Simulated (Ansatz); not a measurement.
Given this structure:

```yaml
crystal:
  lattice:
    - [2.85991, 0.00000, 0.00000]
    - [0.00000, 2.85991, 0.00000]
    - [0.00000, 0.00000, 7.85563]
  atoms:
    - { symbol: Al, position: [0.00000, 0.00000, 0.50000] }
    - { symbol: Al, position: [0.50000, 0.50000, 0.21805] }
    - { symbol: Al, position: [0.50000, 0.50000, 0.78195] }
    - { symbol: Cu, position: [0.00000, 0.00000, 0.00000] }
```

### Characterise the structure given above.

The solid is Al3Cu. It is primitive tetragonal, space group P4/mmm (No. 123). Cell content 3 Al, 1 Cu; Z = 1. By contacts within bonding range, the coordination numbers are Al 4 to 8 (mean 6.7) and Cu 12.

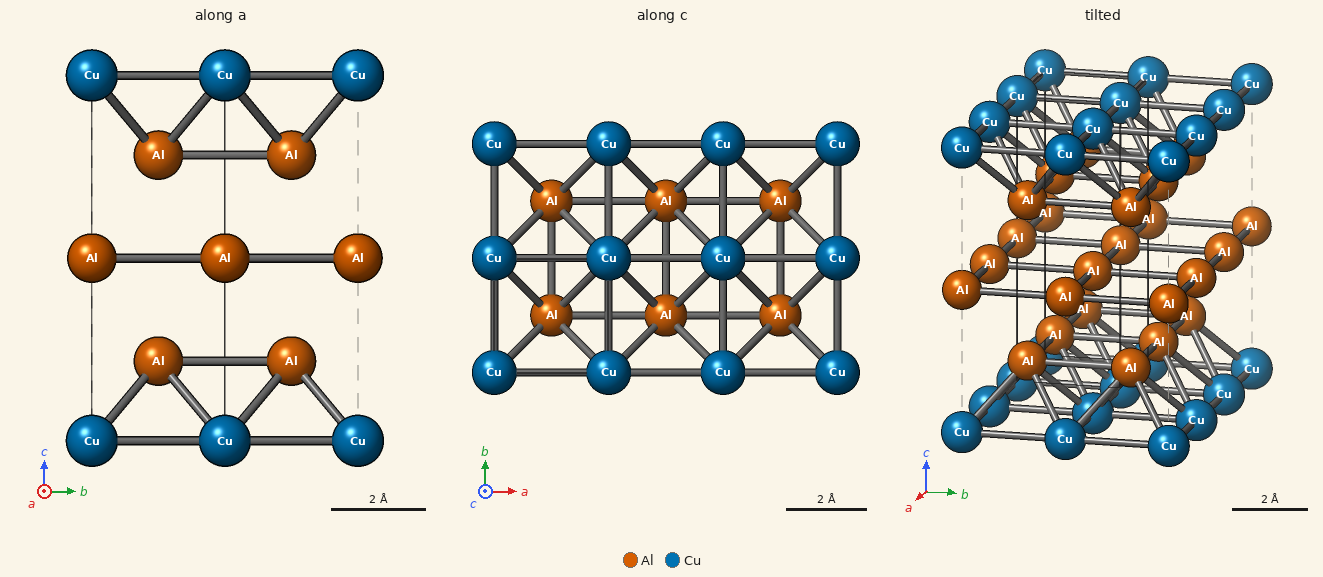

This ball-and-stick model is shown along the a axis, along the c axis and slightly off an axis. Shown are 3×2×1 repeats of the conventional unit cell, one of them outlined in solid lines. Colours: aluminium orange, copper blue.

Provenance: a structure listed in the Materials Project. It was relaxed at fixed volume with DFT r2SCAN, scalar-relativistic, plane waves, PAW (Ansatz).

At this level of theory the cell isn't at rest (stretched, at -8 GPa), so its distances can differ from those at equilibrium, the more so the softer the solid.
